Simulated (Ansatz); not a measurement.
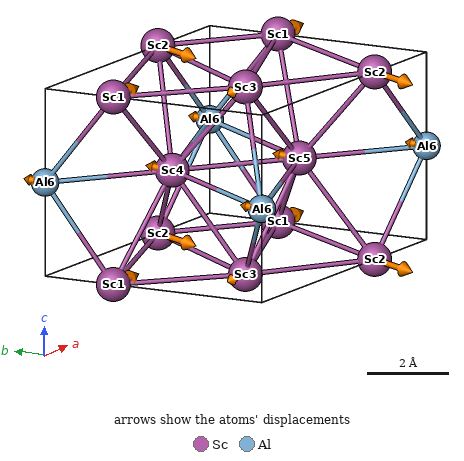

The lowest optical mode of solid Sc$_{5}$Al (a generated structure), space group P-62m (No. 189), at the zone centre. The orange arrows are the displacements of the atoms (eigenvector over the root of the mass), of arbitrary overall length and sign. The picture is a ball-and-stick view of the cell of the calculation, seen from a free direction.

Computed with DFT PBE, scalar-relativistic, plane waves, PAW in Ansatz 0.2.0.

Input
```yaml
crystal:
  lattice:
    - [5.5987275816, 0.0, 0.0]
    - [-2.7993637908, 4.8486403146, 0.0]
    - [0.0, 0.0, 5.0761964323]
  atoms:
    - { symbol: Sc, position: [0.0, 0.6851200206, 0.0] }
    - { symbol: Sc, position: [0.6851200206, 0.0, 0.0] }
    - { symbol: Sc, position: [0.3148799794, 0.3148799794, 0.0] }
    - { symbol: Sc, position: [0.3333333333, 0.6666666667, 0.5] }
    - { symbol: Sc, position: [0.6666666667, 0.3333333333, 0.5] }
    - { symbol: Al, position: [0.0, 0.0, 0.5] }
basis:
  ecutwfc: 420
kpoints:
  mp_grid: { grid: [12, 12, 8] }
hamiltonian:
  xc: pbe
scf:
  occupations: { method: fermi_dirac, width: 0.15 }
output:
  eigenvalues: true
phonons:
  method: dfpt
  eigenvectors: true
  qmesh: [2, 2, 1]
  temperatures: { t_max: 1000, t_step: 100 }
  qpath:
    path:
      - [[0.0, 0.0, 0.0], [0.5, 0.0, 0.0], [0.33333333, 0.33333333, 0.0], [0.0, 0.0, 0.0], [0.0, 0.0, 0.5], [0.5, 0.0, 0.5], [0.33333333, 0.33333333, 0.5], [0.0, 0.0, 0.5]]
      - [[0.5, 0.0, 0.5], [0.5, 0.0, 0.0]]
      - [[0.33333333, 0.33333333, 0.5], [0.33333333, 0.33333333, 0.0]]
    npoints: 8
```

Run as
```bash
ansatz run input.yaml --threads 4 --pin off --max-ram 8192MiB --backend cpu --events-out ev --progress --plain --runs-dir out
```

The frequencies depend somewhat on the k-mesh and the smearing.

> Is this crystal at a minimum with respect to the drawn distortion?

Yes: this softest mode has a real frequency, and so have all others here. That speaks for this wave vector alone: the rest of the zone wasn't checked in this run. This is a triply degenerate mode (one member of the set is drawn) at 139 cm⁻¹, the lowest optical level. The kinetic energy is shared as Sc 96 %, Al 4 %.
